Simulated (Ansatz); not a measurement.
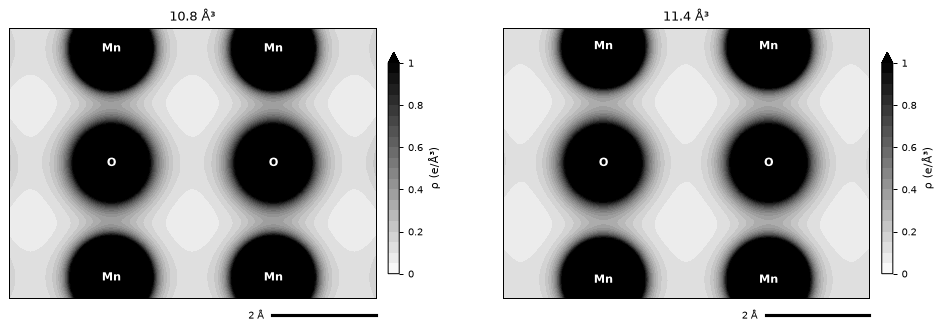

MnO. The valence electron density of cells scaled evenly to different volumes (given per atom above each panel), on the (11̄0) plane of each (indices in the axes of the cell below), at one length scale and on one colour scale.

A structure from a database of computed crystals, not necessarily the ambient phase; spin-polarised.

The calculation used Ansatz, Kohn-Sham DFT of a periodic cell, PBE, Ansatz PAW.

Core electrons are frozen (PAW), and the valence fields are smoothed inside the atomic spheres.

The largest cell:

```
Mn O
1.0
     0.00000    2.25317    2.25317
     2.25317    0.00000    2.25317
     2.25317    2.25317    0.00000
Mn O
1 1
Cartesian
  0.0000 0.0000 0.0000
  2.2532 2.2532 2.2532
```

| volume (Å³/atom) | Mn–O contact in the plane (Å) | ρ at its midpoint (e/Å³) | pressure (GPa) | largest moment (μB) | 
| --- | --- | --- | --- | --- |
| 10.78 | 2.209 | 0.373 | 2.4 | 4.02 | 
| 11.00 | 2.224 | ? | ? | ? | 
| 11.44 | 2.253 | 0.340 | −4.6 | 4.13 | 

What values belong in the row with question marks?

Over the known rows ln ρ falls by 2.11 per Å of Mn–O distance (the line through the two), which gives 0.361 e/Å³ at 2.224 Å; the calculation gives 0.362 e/Å³. For the pressure, a straight line in volume between the neighbouring rows gives 0.1 GPa; the calculation gives 0.1. For the largest moment, a straight line in volume between the neighbouring rows gives 4.06 μB; the calculation gives 4.06.
